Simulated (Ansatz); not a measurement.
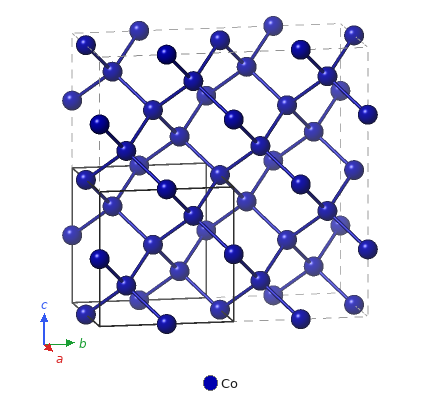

Co (Fd-3m, No. 227): coordinates from a relaxation with DFT, RPBE, plane waves (420 eV) with PAW, scalar-relativistic (Ansatz); the starting structure was generated, so it need not be a known form of this composition.

Space group Fd-3m:1 (No. 227). a = 4.973 Å, b = 4.973 Å, c = 4.973 Å, α = 90.00°, β = 90.00°, γ = 90.00°
```tsv
atom	site	symmetry	x	y	z
Co	8b	-43m	0.2500	0.2500	0.7500
```

Question: What will a HAADF-like image along [110] show? Simulation: incoherent imaging, intensity Z^1.7 per atom, probe width 0.82 Å, thin sample.

Answer: The columns repeat on a centred rectangular net of 3.52 × 4.97 Å (plane group c2mm). All columns are alike (Co). The shortest distance between visible columns is 1.24 Å in projection. Along the beam the structure repeats every 3.52 Å.

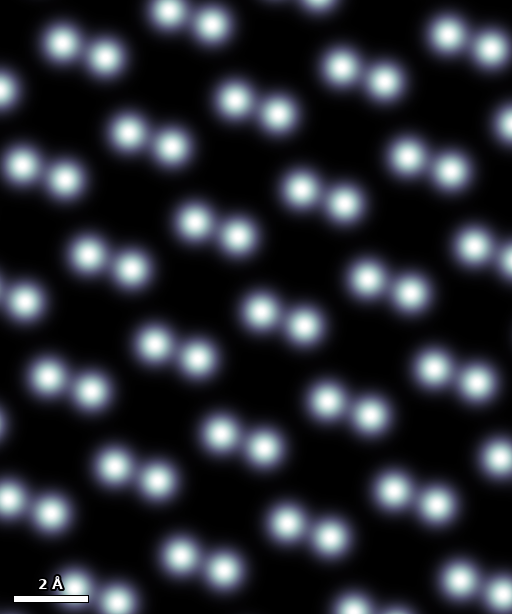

The simulated image.
